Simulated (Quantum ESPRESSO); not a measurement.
## Band-structure run of Pt (part 2 of 2)

Continued. System: Pt (Fm-3m, 1 atom in the cell). Method: Kohn-Sham DFT of a periodic cell, PBEsol, PseudoDojo 0.4.1 SR PBEsol standard, no spin polarisation (Quantum ESPRESSO 7.5); cutoff 1142.88 eV, 12×12×12 k-mesh, fermi-dirac of 0.05 eV. The structure derives from an entry of the Crystallography Open Database.

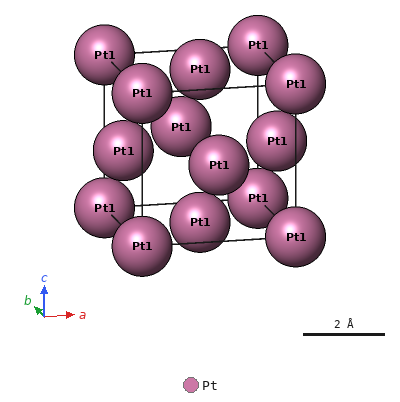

**Figure 1.** The structure (spheres-only view of the cell 4 times as large as that of the calculation, set on its symmetry axes, seen slightly off an axis; atoms are numbered from 1 in the order of the input).

Output, continued
```
   -75.2500 -29.3734 -29.2331 -29.2331  15.8665  18.0043  20.3850  21.2625
    21.2625  22.5616  40.4787  40.4787  40.8209  42.2696  44.3423

          k = 0.4125 0.0589-0.0589 (  1317 PWs)   bands (ev):

   -75.2438 -29.4409 -29.2587 -29.2541  16.4913  17.7458  20.1800  21.5463
    22.2956  22.9459  37.5709  39.3454  40.2282  43.0793  44.4447

          k = 0.4714 0.1179-0.1179 (  1319 PWs)   bands (ev):

   -75.2378 -29.5032 -29.2941 -29.2666  16.9270  17.8682  19.9156  21.4336
    23.4545  24.0924  34.0024  38.7180  38.8048  42.8566  47.1210

          k =-0.1768-0.5303 0.5303 (  1318 PWs)   bands (ev):

   -75.2335 -29.5377 -29.3361 -29.2675  17.1114  18.2761  19.8394  21.2081
    23.5915  26.4203  30.7448  37.4416  38.9305  42.1756  50.0172

          k =-0.1179-0.4714 0.4714 (  1316 PWs)   bands (ev):

   -75.2323 -29.5366 -29.3722 -29.2565  17.3370  18.5339  19.8458  21.0166
    23.1828  28.1120  29.2031  36.2001  40.1626  41.4862  50.6377

          k =-0.0589-0.4125 0.4125 (  1322 PWs)   bands (ev):

   -75.2343 -29.5102 -29.3828 -29.2364  17.6106  18.7482  19.4073  20.9138
    22.4189  26.4943  31.9648  35.4919  41.0937  42.2294  48.1244

          k = 0.0000-0.3536 0.3536 (  1320 PWs)   bands (ev):

   -75.2390 -29.4839 -29.3462 -29.2127  17.5165  18.7439  19.1417  20.8446
    21.6694  25.2674  34.0919  36.3692  40.9953  44.6458  45.9300

          k = 0.4714 0.0000-0.0000 (  1331 PWs)   bands (ev):

   -75.2391 -29.4840 -29.2777 -29.2777  16.5578  17.3475  21.2460  22.3782
    22.3782  22.9852  37.7848  37.7848  38.5097  42.3153  44.4573

          k = 0.5303 0.0589-0.0589 (  1323 PWs)   bands (ev):

   -75.2343 -29.5276 -29.3052 -29.2926  16.6667  17.2079  21.3966  22.4901
    23.4478  23.9402  34.9251  36.8735  37.1149  43.2580  45.5471

          k =-0.1179-0.5893 0.5893 (  1325 PWs)   bands (ev):

   -75.2308 -29.5440 -29.3504 -29.2948  16.8463  17.4333  20.9971  22.2541
    23.6713  26.4208  31.8064  35.7556  36.9495  43.6565  47.4366

          k =-0.0589-0.5303 0.5303 (  1321 PWs)   bands (ev):

   -75.2295 -29.5222 -29.4078 -29.2838  17.1227  17.9411  20.4166  21.9418
    23.3373  29.0870  29.5224  34.2928  38.1138  43.1399  49.9017

          k =-0.0000-0.4714 0.4714 (  1316 PWs)   bands (ev):

   -75.2308 -29.4657 -29.4639 -29.2625  17.5117  18.4893  19.6763  21.5218
    22.7733  27.6859  32.1495  33.0785  40.0572  42.2199  49.8005

          k = 0.5893 0.0000-0.0000 (  1330 PWs)   bands (ev):

   -75.2310 -29.5632 -29.3102 -29.3102  16.4219  16.9081  23.3138  23.4361
    23.4361  23.5208  34.4000  35.5981  35.5981  43.0241  46.0822

          k =-0.0589-0.6482 0.6482 (  1323 PWs)   bands (ev):

   -75.2288 -29.5764 -29.3324 -29.3148  16.4598  16.9146  22.6772  23.1433
    23.7822  25.8754  32.3152  34.7935  35.3583  43.8512  46.5474

          k = 0.0000-0.5893 0.5893 (  1320 PWs)   bands (ev):

   -75.2283 -29.5566 -29.3732 -29.3052  16.7326  17.2788  21.5973  22.7219
    23.6042  28.1293  30.5544  34.0005  36.3187  44.1954  47.6439

          k =-0.7071 0.0000 0.0000 (  1298 PWs)   bands (ev):

   -75.2281 -29.5918 -29.3221 -29.3221  16.2918  16.7546  23.4385  23.9115
    23.9115  25.1016  32.2362  34.7262  34.7262  43.4469  46.6773

          k = 0.2357 0.1179 0.0000 (  1336 PWs)   bands (ev):

   -75.2588 -29.3028 -29.2020 -29.1731  14.8159  18.7832  20.1218  20.3731
    21.0903  22.2640  39.2418  40.1860  42.5789  44.2353  47.4062

          k = 0.2946 0.1768-0.0589 (  1333 PWs)   bands (ev):

   -75.2513 -29.3957 -29.2335 -29.1879  15.8107  18.6337  19.8331  20.5534
    21.4247  22.9172  37.0273  40.1039  42.2424  43.6803  48.3925

          k = 0.3536 0.2357-0.1179 (  1321 PWs)   bands (ev):

   -75.2438 -29.4911 -29.2568 -29.2071  16.5142  19.1167  19.4379  20.3805
    22.2945  23.8622  33.9341  39.3169  40.8898  44.3792  47.5570

          k =-0.2946-0.4125 0.5303 (  1324 PWs)   bands (ev):

   -75.2383 -29.5613 -29.2704 -29.2238  16.6637  19.1446  20.0710  20.3009
    23.0776  25.0806  30.8272  38.6729  40.2341  42.8578  49.2442

          k =-0.2357-0.3536 0.4714 (  1328 PWs)   bands (ev):

   -75.2363 -29.5869 -29.2745 -29.2306  16.6619  19.0389  20.0900  20.7697
    23.3376  26.1730  28.9994  38.4436  40.1944  41.9137  50.4722

          k = 0.3536 0.1179 0.0000 (  1325 PWs)   bands (ev):

   -75.2486 -29.4004 -29.2484 -29.2183  16.1337  18.1297  19.8711  21.2585
    21.4825  22.9276  38.0847  39.7650  41.4540  42.9071  46.4268

          k = 0.4125 0.1768-0.0589 (  1321 PWs)   bands (ev):

   -75.2418 -29.4714 -29.2843 -29.2357  16.9032  18.1478  19.4422  21.2482
    22.3751  23.9443  35.1974  38.7076  40.0443  43.7732  46.9067

          k =-0.2357-0.4714 0.5893 (  1318 PWs)   bands (ev):

   -75.2363 -29.5270 -29.3138 -29.2511  17.1761  18.5894  19.3237  21.0166
    23.1720  25.4678  31.9300  38.3634  38.8889  43.0245  48.5778

          k =-0.1768-0.4125 0.5303 (  1323 PWs)   bands (ev):

   -75.2335 -29.5515 -29.3362 -29.2545  17.2737  18.5865  19.8304  20.7949
    23.3033  27.5254  29.1832  37.7998  38.8097  42.2843  49.5924

          k =-0.1179-0.3536 0.4714 (  1321 PWs)   bands (ev):

   -75.2343 -29.5402 -29.3449 -29.2439  17.3866  18.6438  19.7111  20.7618
    22.9240  26.7504  30.4430  37.0846  39.5318  42.7233  48.7271

          k =-0.0589-0.2946 0.4125 (  1325 PWs)   bands (ev):

   -75.2383 -29.5007 -29.3308 -29.2244  17.4034  18.8600  18.9492  20.9316
    22.1677  25.2790  33.2946  37.1161  40.2108  44.4043  46.6120

          k = 0.0000-0.2357 0.3536 (  1324 PWs)   bands (ev):

   -75.2445 -29.4486 -29.2898 -29.2033  16.8103  18.4419  19.3967  21.1230
    21.3221  24.0358  35.7728  38.2853  41.0780  44.2306  46.9839

          k = 0.4714 0.1179-0.0000 (  1316 PWs)   bands (ev):

   -75.2383 -29.4899 -29.2945 -29.2691  16.8540  17.5343  20.2390  22.3720
    22.4115  23.8756  35.9467  37.3603  38.8764  44.2567  44.6711

          k =-0.1768-0.5303 0.6482 (  1325 PWs)   bands (ev):

   -75.2336 -29.5227 -29.3346 -29.2831  17.1246  17.6825  20.0388  22.0867
    23.2566  25.5917  33.0378  36.4779  37.6759  44.1696  46.9177

          k =-0.1179-0.4714 0.5893 (  1322 PWs)   bands (ev):

   -75.2308 -29.5254 -29.3815 -29.2843  17.3314  18.0930  19.8304  21.6923
    23.4272  27.9676  30.2455  35.6779  37.5622  43.6712  49.0878

          k =-0.0589-0.4125 0.5303 (  1317 PWs)   bands (ev):

   -75.2308 -29.5004 -29.4208 -29.2708  17.6721  18.4014  19.4893  21.3839
    23.0553  28.0692  30.7901  34.4352  38.7158  43.3797  48.9059

          k = 0.0000-0.3536 0.4714 (  1325 PWs)   bands (ev):

   -75.2335 -29.4921 -29.4023 -29.2483  18.0221  18.5763  18.8585  21.2862
    22.4522  26.5948  33.1087  34.2566  39.8599  43.7562  47.3227

          k =-0.1179-0.5893 0.7071 (  1319 PWs)   bands (ev):

   -75.2308 -29.5519 -29.3281 -29.3083  16.7035  17.1310  21.4965  23.0008
    23.4335  25.5447  33.3010  35.2654  36.1919  44.3284  46.0703

          k =-0.0589-0.5303 0.6482 (  1317 PWs)   bands (ev):

   -75.2288 -29.5459 -29.3693 -29.3106  16.9251  17.4031  20.9990  22.5066
    23.7027  27.8384  31.1707  34.3164  36.0106  44.9788  47.4333

          k =-0.0000-0.4714 0.5893 (  1318 PWs)   bands (ev):

   -75.2288 -29.5088 -29.4228 -29.2958  17.2729  17.9572  20.2040  21.9315
    23.4473  29.3423  30.2564  33.3462  37.1724  44.3666  49.7491

          k =-0.7071 0.1179-0.0000 (  1320 PWs)   bands (ev):

   -75.2281 -29.5740 -29.3404 -29.3229  16.5635  16.9894  22.2306  23.0260
    23.9124  26.9781  31.5533  34.4158  35.0922  44.6721  46.5799

          k =-0.2357-0.4714 0.7071 (  1329 PWs)   bands (ev):

   -75.2363 -29.4978 -29.3402 -29.2537  17.6332  18.0695  19.0434  21.8352
    22.3724  25.3834  34.0285  36.1138  39.1202  45.5552  45.6503

          k =-0.1768-0.4125 0.6482 (  1322 PWs)   bands (ev):

   -75.2323 -29.5106 -29.3817 -29.2729  17.8692  18.3212  18.9776  21.5377
    23.0326  27.0426  31.7730  35.3823  38.0779  44.5654  47.5532

          k =-0.1179-0.3536 0.5893 (  1312 PWs)   bands (ev):

   -75.2308 -29.5137 -29.3973 -29.2811  18.0123  18.1267  19.3139  21.2969
    23.2779  28.9784  29.4216  35.6383  37.4009  44.1651  48.5011

          k =-0.1179-0.4714 0.7071 (  1326 PWs)   bands (ev):

   -75.2303 -29.5205 -29.3769 -29.3031  17.4245  17.7885  19.7969  22.1602
    23.4267  27.3782  32.3601  34.1957  36.5857  46.4329  46.4548

          k =-0.0589-0.4125 0.6482 (  1320 PWs)   bands (ev):

   -75.2288 -29.4946 -29.4229 -29.3105  17.6474  18.2224  19.4318  21.6224
    23.6701  29.3857  30.7895  33.4614  36.1188  46.0204  48.2720

          k = 0.0000-0.3536 0.5893 (  1323 PWs)   bands (ev):

   -75.2295 -29.4748 -29.4431 -29.2972  17.9215  18.5824  18.8428  21.4870
    23.4225  28.5355  32.4244  32.5505  36.9464  45.6981  47.7278

          k =-0.7071 0.2357 0.0000 (  1312 PWs)   bands (ev):

   -75.2281 -29.5251 -29.3903 -29.3246  17.2437  17.6861  20.3592  22.0354
    23.9143  29.3851  30.7388  33.3933  35.3655  46.7521  47.7365

          k =-0.7071 0.3536 0.0000 (  1316 PWs)   bands (ev):

   -75.2281 -29.4580 -29.4580 -29.3255  17.7142  18.8221  18.8221  21.3994
    23.9152  30.4627  31.6338  31.6338  35.4131  47.7773  47.7773

     the Fermi energy is    23.4317 ev

!    total energy              =    -261.11388441 Ry
     estimated scf accuracy    <          1.8E-11 Ry
     smearing contrib. (-TS)   =      -0.00114983 Ry
     internal energy E=F+TS    =    -261.11273459 Ry

     The total energy is F=E-TS. E is the sum of the following terms:
     one-electron contribution =     -51.35348213 Ry
     hartree contribution      =      37.97808446 Ry
     xc contribution           =     -47.29614511 Ry
     ewald contribution        =    -200.44119180 Ry

     convergence has been achieved in   8 iterations

     Forces acting on atoms (cartesian axes, Ry/au):

     atom    1 type  1   force =     0.00000000    0.00000000    0.00000000

     Total force =     0.000000     Total SCF correction =     0.000000

     Computing stress (Cartesian axis) and pressure

          total   stress  (Ry/bohr**3)                   (kbar)     P=      -11.40
  -0.00007747   0.00000000   0.00000000          -11.40        0.00        0.00
   0.00000000  -0.00007747   0.00000000            0.00      -11.40        0.00
   0.00000000   0.00000000  -0.00007747            0.00        0.00      -11.40

=------------------------------------------------------------------------------=
   JOB DONE.
=------------------------------------------------------------------------------=
```

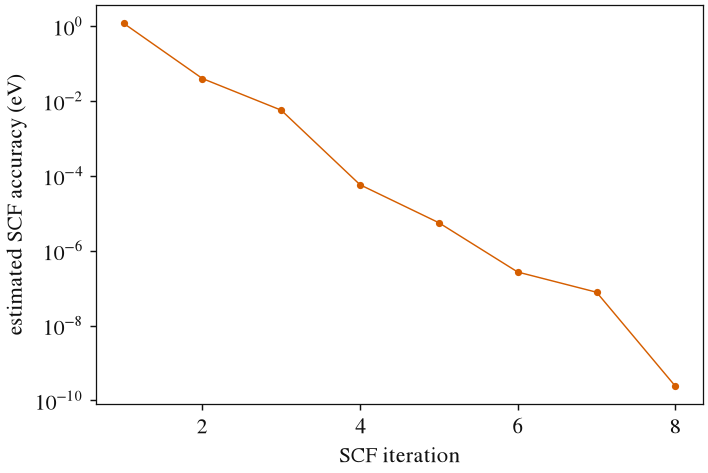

**Figure 2.** Convergence of the self-consistent field: estimated SCF accuracy against the iteration. The field takes 8 iterations in all.

This output came from the following input.

Input
```
&CONTROL
  calculation = 'scf'
  prefix = 'pwscf'
  outdir = './tmp'
  pseudo_dir = './pseudo'
  tprnfor = .true.
  tstress = .true.
  disk_io = 'low'
/
&SYSTEM
  ibrav = 0
  nat = 1
  ntyp = 1
  ecutwfc = 84
  nbnd = 15
  occupations = 'smearing'
  smearing = 'fd'
  degauss = 0.00367493
/
&ELECTRONS
  conv_thr = 2d-10
  electron_maxstep = 120
  mixing_beta = 0.5
/
ATOMIC_SPECIES
Pt   195.0840 Pt.upf
CELL_PARAMETERS angstrom
   0.0000000000    1.9609000000    1.9609000000
   1.9609000000    0.0000000000    1.9609000000
   1.9609000000    1.9609000000    0.0000000000
ATOMIC_POSITIONS crystal
Pt     0.0000000000    0.0000000000    0.0000000000
K_POINTS automatic
12 12 12 0 0 0
```

File bands.in
```
&CONTROL
  calculation = 'bands'
  prefix = 'pwscf'
  outdir = './tmp'
  pseudo_dir = './pseudo'
  disk_io = 'low'
  verbosity = 'high'
/
&SYSTEM
  ibrav = 0
  nat = 1
  ntyp = 1
  ecutwfc = 84
  nbnd = 15
  occupations = 'smearing'
  smearing = 'fd'
  degauss = 0.00367493
/
&ELECTRONS
  conv_thr = 1d-08
  electron_maxstep = 120
  mixing_beta = 0.5
  diago_full_acc = .true.
  startingwfc = 'random'
/
ATOMIC_SPECIES
Pt   195.0840 Pt.upf
CELL_PARAMETERS angstrom
   0.0000000000    1.9609000000    1.9609000000
   1.9609000000    0.0000000000    1.9609000000
   1.9609000000    1.9609000000    0.0000000000
ATOMIC_POSITIONS crystal
Pt     0.0000000000    0.0000000000    0.0000000000
K_POINTS crystal
60
 0.0000000000  0.0000000000  0.0000000000 1
 0.0625000000  0.0000000000  0.0625000000 1
 0.1250000000  0.0000000000  0.1250000000 1
 0.1875000000  0.0000000000  0.1875000000 1
 0.2500000000  0.0000000000  0.2500000000 1
 0.3125000000  0.0000000000  0.3125000000 1
 0.3750000000  0.0000000000  0.3750000000 1
 0.4375000000  0.0000000000  0.4375000000 1
 0.5000000000  0.0000000000  0.5000000000 1
 0.5000000000  0.0625000000  0.5625000000 1
 0.5000000000  0.1250000000  0.6250000000 1
 0.5000000000  0.1875000000  0.6875000000 1
 0.5000000000  0.2500000000  0.7500000000 1
 0.4375000000  0.3125000000  0.7500000000 1
 0.3750000000  0.3750000000  0.7500000000 1
 0.3375000000  0.3375000000  0.6750000000 1
 0.3000000000  0.3000000000  0.6000000000 1
 0.2625000000  0.2625000000  0.5250000000 1
 0.2250000000  0.2250000000  0.4500000000 1
 0.1875000000  0.1875000000  0.3750000000 1
 0.1500000000  0.1500000000  0.3000000000 1
 0.1125000000  0.1125000000  0.2250000000 1
 0.0750000000  0.0750000000  0.1500000000 1
 0.0375000000  0.0375000000  0.0750000000 1
 0.0000000000  0.0000000000  0.0000000000 1
 0.0625000000  0.0625000000  0.0625000000 1
 0.1250000000  0.1250000000  0.1250000000 1
 0.1875000000  0.1875000000  0.1875000000 1
 0.2500000000  0.2500000000  0.2500000000 1
 0.3125000000  0.3125000000  0.3125000000 1
 0.3750000000  0.3750000000  0.3750000000 1
 0.4375000000  0.4375000000  0.4375000000 1
 0.5000000000  0.5000000000  0.5000000000 1
 0.5250000000  0.4500000000  0.5250000000 1
 0.5500000000  0.4000000000  0.5500000000 1
 0.5750000000  0.3500000000  0.5750000000 1
 0.6000000000  0.3000000000  0.6000000000 1
 0.6250000000  0.2500000000  0.6250000000 1
 0.5833333333  0.2500000000  0.6666666667 1
 0.5416666667  0.2500000000  0.7083333333 1
 0.5000000000  0.2500000000  0.7500000000 1
 0.5000000000  0.2857142857  0.7142857143 1
 0.5000000000  0.3214285714  0.6785714286 1
 0.5000000000  0.3571428571  0.6428571429 1
 0.5000000000  0.3928571429  0.6071428571 1
 0.5000000000  0.4285714286  0.5714285714 1
 0.5000000000  0.4642857143  0.5357142857 1
 0.5000000000  0.5000000000  0.5000000000 1
 0.4821428571  0.4821428571  0.5357142857 1
 0.4642857143  0.4642857143  0.5714285714 1
 0.4464285714  0.4464285714  0.6071428571 1
 0.4285714286  0.4285714286  0.6428571429 1
 0.4107142857  0.4107142857  0.6785714286 1
 0.3928571429  0.3928571429  0.7142857143 1
 0.3750000000  0.3750000000  0.7500000000 1
 0.6250000000  0.2500000000  0.6250000000 1
 0.5937500000  0.1875000000  0.5937500000 1
 0.5625000000  0.1250000000  0.5625000000 1
 0.5312500000  0.0625000000  0.5312500000 1
 0.5000000000  0.0000000000  0.5000000000 1
```

Run as:
```bash
OMP_NUM_THREADS=1 mpirun -n 2 pw.x -nk 2 -in pw.in > pw.out
OMP_NUM_THREADS=1 mpirun -n 2 pw.x -nk 2 -in bands.in > bands.out
```

Summary

```csv
quantity,value
outcome,converged
space group (tolerance 0.01 Å),Fm-3m (225)
electrons treated,18
free energy,−3552.6354 eV
Fermi energy of the self-consistent step,23.432 eV
gap on the k-point mesh,none (metallic)
pressure,−1.14 GPa
largest force (length of the vector),under 0.001 eV/Å
hardware,"2 threads of Intel Xeon (Sapphire Rapids), 32 GiB of memory available, shared host"
wall time,16 s (CPU time 32 s)
peak memory,0.18 GiB
```

Remarks

Spin–orbit coupling is left out, which matters for Pt.
